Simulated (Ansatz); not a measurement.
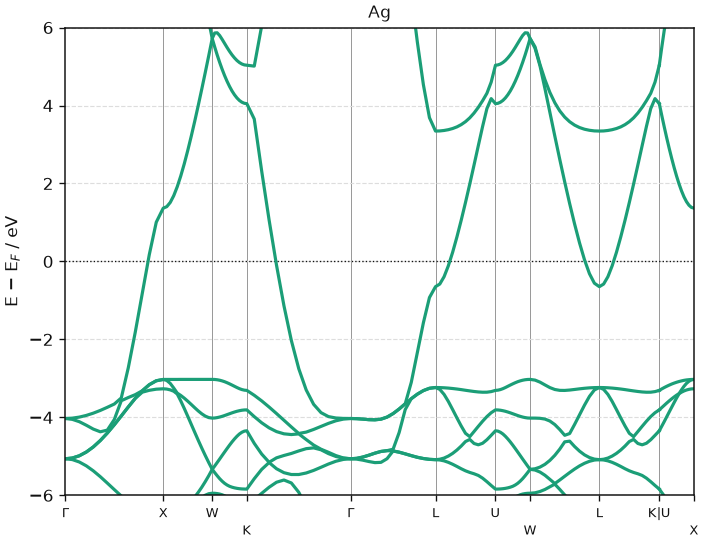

Describe the figure.

Band structure of fcc Ag, space group Fm-3m (No. 225), 1 atom in the primitive cell (cubic a = 4.085 Å). Method: PBE, JTH PAW, no spin polarisation, no spin-orbit coupling, 11×11×11 k mesh, 1380 eV cutoff, Fermi-Dirac smearing of 0.05 eV (Ansatz). Energies are counted from the Fermi level.

A metal: 1 band crosses the Fermi level along this path. Bands cross the Fermi level on Γ–X, K–Γ, L–U, W–L and L–K, and not on X–W, W–K, Γ–L, U–W and U–X. At W the nearest levels lie 3.03 eV below and 5.72 eV above the Fermi level.

The cell is at 5 GPa in this functional.
